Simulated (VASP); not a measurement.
# RPA total energies of SrO

Aim: total energies of SrO from exact exchange and RPA correlation, beside cheaper functionals. The scan starts from a database cell, scaled to the smallest volume of the series. The cell is of the rock-salt type, one of the forms listed for this formula. The start is a cell from a database of measured crystal structures.

Calculated with VASP 6.6.1; PBE; plane waves and PAW (Sr_sv_GW, O_GW), in the first sound run; inputs show where later runs differ.

The database entry behind the starting cell differs from later determinations by our own check (about 0.5 % short), so it need not match the best structure at ambient conditions.

### Step 1. The structure

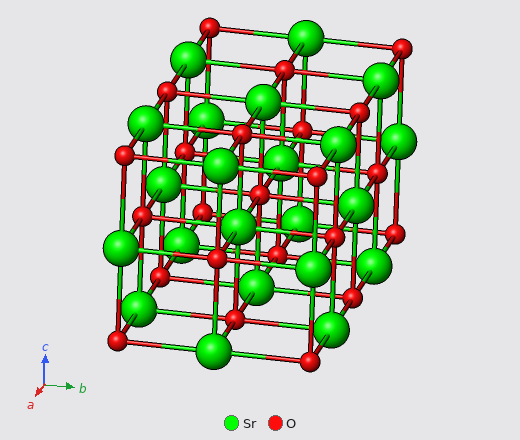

The cell as given, slightly off an axis (strontium green, oxygen red). 2×1×1 cells are drawn. This picture shows the conventional cell, with its axes. Some periodic images of atoms are drawn too.

As a file:

```cif
data_structure
_symmetry_space_group_name_H-M 'Fm-3m'
_symmetry_Int_Tables_number 225
_cell_length_a 5.0278
_cell_length_b 5.0278
_cell_length_c 5.0278
_cell_angle_alpha 90.000
_cell_angle_beta 90.000
_cell_angle_gamma 90.000
_cell_volume 127.10
loop_
_atom_site_label
_atom_site_type_symbol
_atom_site_symmetry_multiplicity
_atom_site_Wyckoff_symbol
_atom_site_fract_x
_atom_site_fract_y
_atom_site_fract_z
_atom_site_occupancy
Sr1 Sr 4 b 0.50000 0.00000 0.00000 1
O1 O 4 a 0.00000 0.00000 0.00000 1
```

### Step 2. Orbitals, volume ratio 0.94

RPA gives no stress here, so the energy is scanned over volumes, at one cutoff and mesh. Volumes are given as ratios to a reference cell, and this first cell is that cell scaled to 0.94. Each point starts from PBE orbitals, tightly converged.

Contents of INCAR:

```
SYSTEM = SrO
PREC = Accurate
ENCUT = 460
EDIFF = 1E-08
NELM = 100
ISMEAR = 0
SIGMA = 0.05
LREAL = .FALSE.
ALGO = Normal
GGA = PE
NBANDS = 14
LORBIT = 11
LWAVE = .TRUE.
LCHARG = .FALSE.
KPAR = 8
```

Contents of POSCAR:

```
SrO
1.0
    0.0000000000      2.5139118308      2.5139118308
    2.5139118308      0.0000000000      2.5139118308
    2.5139118308      2.5139118308      0.0000000000
Sr O
1 1
Direct
    0.5000000000      0.5000000000      0.5000000000
    0.0000000000      0.0000000000      0.0000000000
```

Contents of KPOINTS:

```
Automatic mesh
0
Gamma
4 4 4
0 0 0
```

PAW data sets: Sr_sv_GW and O_GW (PBE family, release 64).

The run is started by

```bash
mpirun -np 8 vasp_std
```

The log of the run:

```text
[banner, memory and clock lines left out]
running    8 mpi-ranks, on    1 nodes
 distrk:  each k-point on    1 cores,    8 groups
 distr:  one band on    1 cores,    1 groups

 POSCAR found type information on POSCAR SrO
 POSCAR found :  2 types and       2 ions
|                                                                             |
|           W    W    AA    RRRRR   N    N  II  N    N   GGGG   !!!           |
|           W    W   A  A   R    R  NN   N  II  NN   N  G    G  !!!           |
|           W    W  A    A  R    R  N N  N  II  N N  N  G       !!!           |
|           W WW W  AAAAAA  RRRRR   N  N N  II  N  N N  G  GGG   !            |
|           WW  WW  A    A  R   R   N   NN  II  N   NN  G    G                |
|           W    W  A    A  R    R  N    N  II  N    N   GGGG   !!!           |
|                                                                             |
|     For optimal performance we recommend to set                             |
|       NCORE = 2 up to number-of-cores-per-socket                            |
|     NCORE specifies how many cores store one orbital (NPAR=cpu/NCORE).      |
|     This setting can greatly improve the performance of VASP for DFT.       |
|     The default, NCORE=1 might be grossly inefficient on modern             |
|     multi-core architectures or massively parallel machines. Do your        |
|     Unfortunately you need to use the default for GW and RPA                |
|     calculations (for HF NCORE is supported but not extensively tested      |
|     yet).                                                                   |
|                                                                             |

 LDA part: xc-table for (Slater+PW92), standard interpolation
 POSCAR, INCAR and KPOINTS ok, starting setup
 FFT: planning ... GRIDC
 FFT: planning ... GRID_SOFT
 FFT: planning ... GRID
 WAVECAR not read
 entering main loop
       N       E                     dE             d eps       ncg     rms          rms(c)
DAV:   1     0.948252754144E+02    0.94825E+02   -0.75220E+03   224   0.989E+02
DAV:   2    -0.146349580026E+02   -0.10946E+03   -0.92484E+02   298   0.295E+02
DAV:   3    -0.203413024529E+02   -0.57063E+01   -0.56771E+01   334   0.607E+01
DAV:   4    -0.203844118848E+02   -0.43109E-01   -0.43108E-01   262   0.464E+00
DAV:   5    -0.203858481477E+02   -0.14363E-02   -0.14363E-02   328   0.619E-01    0.136E+01
DAV:   6    -0.168871502440E+02    0.34987E+01   -0.10610E+01   272   0.409E+01    0.275E+01
DAV:   7    -0.167735900597E+02    0.11356E+00   -0.47199E-01   246   0.704E+00    0.867E+00
DAV:   8    -0.167205481284E+02    0.53042E-01   -0.11535E-01   278   0.453E+00    0.325E+00
DAV:   9    -0.167128968470E+02    0.76513E-02   -0.30144E-02   248   0.231E+00    0.351E-01
DAV:  10    -0.167136304133E+02   -0.73357E-03   -0.34650E-03   304   0.898E-01    0.363E-01
DAV:  11    -0.167132283283E+02    0.40209E-03   -0.64201E-04   280   0.340E-01    0.221E-01
DAV:  12    -0.167132321629E+02   -0.38346E-05   -0.15657E-04   252   0.119E-01    0.465E-02
DAV:  13    -0.167132295928E+02    0.25701E-05   -0.62661E-06   320   0.304E-02    0.160E-02
DAV:  14    -0.167132296960E+02   -0.10316E-06   -0.12957E-06   306   0.176E-02    0.390E-03
DAV:  15    -0.167132293816E+02    0.31445E-06   -0.61461E-07   304   0.871E-03    0.614E-04
DAV:  16    -0.167132293895E+02   -0.79849E-08   -0.32625E-08   216   0.151E-03
   1 F= -.16713229E+02 E0= -.16713229E+02  d E =-.220786E-23
 writing wavefunctions
```

Wall time 4.2 s (8 MPI ranks of AMD EPYC 7R43, shared host); peak memory 1.1 GiB.

Lines that name or quote the potential files are left out of all logs, and their timing lines are given in words.

From OUTCAR (step 2):

```text
ion  position               nearest neighbor table
   1  0.500  0.500  0.500-   2 2.51   2 2.51   2 2.51   2 2.51   2 2.51   2 2.51
   2  0.000  0.000  0.000-   1 2.51   1 2.51   1 2.51   1 2.51   1 2.51   1 2.51

  LATTYP: Found a face centered cubic cell.
 ALAT       =     5.0278236616

 Subroutine GETGRP returns: Found 48 space group operations
 (whereof 48 operations were pure point group operations)

The static configuration has the point symmetry O_h .

 Found      8 irreducible k-points:

   k-points           NKPTS =      8   k-points in BZ     NKDIM =      8   number of bands    NBANDS=     14

   dimension x,y,z NGX =    28 NGY =   28 NGZ =   28
   dimension x,y,z NGXF=    56 NGYF=   56 NGZF=   56

   ENCUT  =  460.0 eV  33.81 Ry    5.81 a.u.   6.22  6.22  6.22*2*pi/ulx,y,z

   NELECT =      16.0000    total number of electrons

 k-points in reciprocal lattice and weights: Automatic mesh
   0.00000000  0.00000000  0.00000000       0.016
   0.25000000  0.00000000  0.00000000       0.125
   0.50000000  0.00000000  0.00000000       0.062
   0.25000000  0.25000000  0.00000000       0.094
   0.50000000  0.25000000  0.00000000       0.375
  -0.25000000  0.25000000  0.00000000       0.188
   0.50000000  0.50000000  0.00000000       0.047
  -0.25000000  0.50000000  0.25000000       0.094

 average (electrostatic) potential at core
       1 -54.6559       2 -68.7386

 E-fermi :   3.9668

 k-point     1 :       0.0000    0.0000    0.0000
  band No.  band energies     occupation
    ...
      4     -10.0213      2.00000
      5     -10.0213      2.00000
      6       3.6210      2.00000
      7       3.6210      2.00000
      8       3.6210      2.00000
      9       8.1324      0.00000
     10      10.0249      0.00000
     11      10.0249      0.00000
     12      10.0249      0.00000
     13      12.3528      0.00000
    ...

 k-point     2 :       0.2500    0.0000    0.0000
  band No.  band energies     occupation
    ...
      4     -10.0691      2.00000
      5      -9.2563      2.00000
      6       2.2958      2.00000
      7       2.9375      2.00000
      8       2.9375      2.00000
      9       9.8299      0.00000
     10      10.4286      0.00000
     11      11.2421      0.00000
     12      11.2421      0.00000
     13      13.9284      0.00000
    ...

 k-point     3 :       0.5000    0.0000    0.0000
  band No.  band energies     occupation
    ...
      4     -10.1154      2.00000
      5      -8.8215      2.00000
      6       1.3501      2.00000
      7       2.3765      2.00000
      8       2.3765      2.00000
      9      10.5115      0.00000
     10      12.5906      0.00000
     11      12.9133      0.00000
     12      12.9133      0.00000
     13      16.2625      0.00000
    ...

  Total        1.8634189      1.8634189      1.8634189     -0.0000000      0.0000000     -0.0000000
  in kB       93.9595557     93.9595557     93.9595557     -0.0000000      0.0000000     -0.0000000
  external PRESSURE =      93.9595557 kB  Pullay stress =       0.0000000 kB

  energy-cutoff  :      460.00
  volume of cell :       31.77
      direct lattice vectors                 reciprocal lattice vectors
     0.000000000  2.513911831  2.513911831    -0.198893213  0.198893213  0.198893213
     2.513911831  0.000000000  2.513911831     0.198893213 -0.198893213  0.198893213
     2.513911831  2.513911831  0.000000000     0.198893213  0.198893213 -0.198893213

 POSITION                                       TOTAL-FORCE (eV/Angst)
 -----------------------------------------------------------------------------------
      2.51391      2.51391      2.51391        -0.000000     -0.000000     -0.000000
      0.00000      0.00000      0.00000         0.000000      0.000000      0.000000
 -----------------------------------------------------------------------------------
    total drift:                                0.000000      0.000000      0.000000

  FREE ENERGIE OF THE ION-ELECTRON SYSTEM (eV)
  ---------------------------------------------------
  free  energy   TOTEN  =       -16.7132293895 eV

  energy  without entropy=      -16.7132293895  energy(sigma->0) =      -16.71322939

 total charge
# of ion       s       p       d       f       tot
--------------------------------------------------
    1        2.334   5.933   0.438   0.050   8.754
    2        1.535   3.410   0.000   0.000   4.946
--------------------------------------------------
tot          3.869   9.343   0.438   0.050  13.700

[... 3 further parts left out ...]
```

The gap is read on the k-mesh alone, so it is an upper bound where the band edges lie off the mesh.

A gap read on the k-mesh alone can miss the band edges.

This step gave:

| Property | Result |
| --- | --- |
| free energy (TOTEN) | -16.71 eV |
| Fermi energy | 3.967 eV |
| pressure | 9.396 GPa |
| gap on the k-mesh | 3.264 eV |
| least direct gap on the k-mesh | 3.286 eV |

The printed pressure carries a basis-set error: in the mean of the scan, the starting functional's lies 1.1 GPa under the slope of its energy curve.

### Step 3. Exact exchange, volume ratio 0.94

This step: Hartree-Fock energy on PBE orbitals; plane waves and PAW (Sr_sv_GW, O_GW) (VASP 6.6.1).

The Hartree-Fock energy is evaluated once on these orbitals (ALGO = Eigenval, NELM = 1), without letting them relax. It uses the mesh of the correlation step, and the total energy is their sum.

Contents of INCAR:

```
SYSTEM = SrO
PREC = Accurate
ENCUT = 460
ISMEAR = 0
SIGMA = 0.05
LREAL = .FALSE.
GGA = PE
NBANDS = 14
ALGO = Eigenval
NELM = 1
LHFCALC = .TRUE.
AEXX = 1
ALDAC = 0
AGGAC = 0
PRECFOCK = Normal
LWAVE = .FALSE.
LCHARG = .FALSE.
```

POSCAR is that of step 2.

KPOINTS is that of step 2.

The run starts from files that an earlier step left in the folder.

The run is started by

```bash
mpirun -np 8 vasp_std
```

The log of the run:

```text
[banner, memory and clock lines left out]
running    8 mpi-ranks, on    1 nodes
 distrk:  each k-point on    8 cores,    1 groups
 distr:  one band on    1 cores,    8 groups

 POSCAR found type information on POSCAR SrO
 POSCAR found :  2 types and       2 ions
 [... a notice as in an earlier step ...]

 LDA part: xc-table for (Slater+PW92), standard interpolation
|                                                                             |
|           W    W    AA    RRRRR   N    N  II  N    N   GGGG   !!!           |
|           W    W   A  A   R    R  NN   N  II  NN   N  G    G  !!!           |
|           W    W  A    A  R    R  N N  N  II  N N  N  G       !!!           |
|           W WW W  AAAAAA  RRRRR   N  N N  II  N  N N  G  GGG   !            |
|           WW  WW  A    A  R   R   N   NN  II  N   NN  G    G                |
|           W    W  A    A  R    R  N    N  II  N    N   GGGG   !!!           |
|                                                                             |
|     The number of bands has been changed from the values supplied in        |
|     The orbitals not found in the WAVECAR file will be initialized with     |
|     random numbers, which is usually adequate. For correlated               |
|     calculations, however, you should redo the groundstate calculation.     |
|     I found NBANDS = 14. Now, NBANDS = 16.                                  |
|                                                                             |

 found WAVECAR, reading the header
  number of bands has changed, file:    14 present:    16
  trying to continue reading WAVECAR, but it might fail
 POSCAR, INCAR and KPOINTS ok, starting setup
 FFT: planning ... GRIDC
 FFT: planning ... GRID_SOFT
 FFT: planning ... GRID
 reading WAVECAR
 random initialization beyond band           14
 the WAVECAR file was read successfully
 initial charge from wavefunction
 entering main loop
       N       E                     dE             d eps       ncg     rms          rms(c)
EIG:   1    -0.297448513269E+02   -0.29745E+02    0.00000E+00     0   0.000E+00
   1 F= -.29744851E+02 E0= -.29744851E+02  d E =-.822294E-22
```

Elapsed: 7.6 s, on 8 MPI ranks; peak memory 0.69 GiB.

From OUTCAR (step 3):

```text
The static configuration has the point symmetry O_h .

 Found      8 irreducible k-points:

   k-points           NKPTS =      8   k-points in BZ     NKDIM =     64   number of bands    NBANDS=     16

   NELECT =      16.0000    total number of electrons

  exchange ACFDT corr.  =         0.00000000  see jH, gK, PRB 81, 115126

 E-fermi :   3.9535

 k-point     1 :       0.0000    0.0000    0.0000
  band No.  band energies     occupation
    ...
      4     -16.5058      2.00000
      5     -16.5058      2.00000
      6      -1.7603      2.00000
      7      -1.7603      2.00000
      8      -1.7603      2.00000
      9      12.7078      0.00000
     10      15.5819      0.00000
     11      15.5819      0.00000
     12      15.5819      0.00000
     13      18.3056      0.00000
    ...

 k-point     2 :       0.2500    0.0000    0.0000
  band No.  band energies     occupation
    ...
      4     -16.5444      2.00000
      5     -16.9704      2.00000
      6      -3.0436      2.00000
      7      -2.5102      2.00000
      8      -2.5102      2.00000
      9      15.0450      0.00000
     10      15.3199      0.00000
     11      17.1056      0.00000
     12      17.1056      0.00000
     13      20.2838      0.00000
    ...

 POSITION                                       TOTAL-FORCE (eV/Angst)
 -----------------------------------------------------------------------------------
      2.51391      2.51391      2.51391         0.000000      0.000000      0.000000
      0.00000      0.00000      0.00000         0.000000     -0.000000      0.000000
 -----------------------------------------------------------------------------------
    total drift:                                0.000000     -0.000000     -0.000000

  FREE ENERGIE OF THE ION-ELECTRON SYSTEM (eV)
  ---------------------------------------------------
  free  energy   TOTEN  =       -29.7448513269 eV

  energy  without entropy=      -29.7448513269  energy(sigma->0) =      -29.74485133

[... 7 parts as in an earlier step ...]

[... 5 further parts left out ...]
```

The k-mesh is coarse for unscreened exact exchange, which converges slowly with it.

This step gave:

- free energy (TOTEN): -29.74 eV

The Hartree-Fock energy on these orbitals is -14.8724 eV an atom.

### Step 4. Empty bands, volume ratio 0.94

This step: PBE; plane waves and PAW (Sr_sv_GW, O_GW) (VASP 6.6.1).

ALGO = Exact makes the empty bands from the converged ground state in one step. LOPTICS writes the k-derivatives of the orbitals (WAVEDER), which give the long-wavelength limit of the screening.

Contents of INCAR:

```
SYSTEM = SrO
PREC = Accurate
ENCUT = 460
ISMEAR = 0
SIGMA = 0.05
LREAL = .FALSE.
GGA = PE
NBANDS = 720
ALGO = Exact
NELM = 1
LWAVE = .TRUE.
LCHARG = .FALSE.
LOPTICS = .TRUE.
NEDOS = 1000
CSHIFT = 0.1
```

POSCAR is that of step 3.

KPOINTS is that of step 3.

The run is started by

```bash
mpirun -np 8 vasp_std
```

The log of the run:

```text
[banner, memory and clock lines left out]
running    8 mpi-ranks, on    1 nodes
 distrk:  each k-point on    8 cores,    1 groups
 distr:  one band on    1 cores,    8 groups

 POSCAR found type information on POSCAR SrO
 POSCAR found :  2 types and       2 ions
 [... a notice as in an earlier step ...]

 LDA part: xc-table for (Slater+PW92), standard interpolation
 found WAVECAR, reading the header
  number of bands has changed, file:    14 present:   720
  trying to continue reading WAVECAR, but it might fail
 POSCAR, INCAR and KPOINTS ok, starting setup
 FFT: planning ... GRIDC
 FFT: planning ... GRID_SOFT
 FFT: planning ... GRID
 reading WAVECAR
 random initialization beyond band           14
 the WAVECAR file was read successfully
 initial charge from wavefunction
 entering main loop
       N       E                     dE             d eps       ncg     rms          rms(c)
DIA:   1    -0.167132294285E+02   -0.16713E+02    0.00000E+00     0   0.000E+00
   1 F= -.16713229E+02 E0= -.16713229E+02  d E =-.252084E-17
 writing wavefunctions
 optical routines
 imaginary and real dielectric function
 recalculating local potential from charge density
 direction            1
 direction            2
 direction            3
```

It took 5.2 s on 8 MPI ranks; peak memory 0.82 GiB; 36 s of CPU time.

From OUTCAR (step 4):

```text
The static configuration has the point symmetry O_h .

 Found      8 irreducible k-points:

   k-points           NKPTS =      8   k-points in BZ     NKDIM =      8   number of bands    NBANDS=    720

   NELECT =      16.0000    total number of electrons

 E-fermi :   3.9121

 k-point     1 :       0.0000    0.0000    0.0000
  band No.  band energies     occupation
    ...
      4     -10.0214      2.00000
      5     -10.0214      2.00000
      6       3.6210      2.00000
      7       3.6210      2.00000
      8       3.6210      2.00000
      9       8.1324      0.00000
     10      10.0249      0.00000
     11      10.0249      0.00000
     12      10.0249      0.00000
     13      12.3527      0.00000
    ...

 k-point     2 :       0.2500    0.0000    0.0000
  band No.  band energies     occupation
    ...
      4     -10.0691      2.00000
      5      -9.2563      2.00000
      6       2.2958      2.00000
      7       2.9374      2.00000
      8       2.9374      2.00000
      9       9.8299      0.00000
     10      10.4286      0.00000
     11      11.2421      0.00000
     12      11.2421      0.00000
     13      13.9284      0.00000
    ...

  Total        1.8633786      1.8633786      1.8633786      0.0000000      0.0000000      0.0000000
  in kB       93.9575245     93.9575245     93.9575245      0.0000000      0.0000000      0.0000000
  external PRESSURE =      93.9575245 kB  Pullay stress =       0.0000000 kB

 POSITION                                       TOTAL-FORCE (eV/Angst)
 -----------------------------------------------------------------------------------
      2.51391      2.51391      2.51391         0.000000     -0.000000     -0.000000
      0.00000      0.00000      0.00000        -0.000000      0.000000      0.000000
 -----------------------------------------------------------------------------------
    total drift:                                0.000000      0.000000      0.000000

  FREE ENERGIE OF THE ION-ELECTRON SYSTEM (eV)
  ---------------------------------------------------
  free  energy   TOTEN  =       -16.7132294285 eV

  energy  without entropy=      -16.7132294285  energy(sigma->0) =      -16.71322943

 plasma frequency squared (from intraband transitions) (eV^2)
  --------------------------------------------------------------------------------------
       0.000      -0.000      -0.000
       0.000       0.000       0.000
       0.000       0.000       0.000

[... 10 parts as in an earlier step ...]

[... 2 further parts left out ...]
```

WAVECAR now holds 720 bands for 16 electrons. Its independent-particle dielectric tensor has xx, yy, zz = 4.1, 4.1, 4.1 on this mesh, which isn't tested for convergence in mesh or bands and lacks local fields.

(Part 1 of 6 ends here.)

[Lines on the potential files, build, host, timing and source positions are cut from VASP's logs without a mark.]

[Logs are printed without paths, hosts, clocks, repeated set-up lines and the standing remarks that a program may print on its own settings, such as how far it seeks lower states.]

[Hosts, paths, dates, database ids (printed as entryN), source tags and the programs' standing remarks are cut or masked in the printed files.]

[Pressures printed for these runs are not shown converged in the cutoff: they can be off by several GPa and have the wrong sign.]
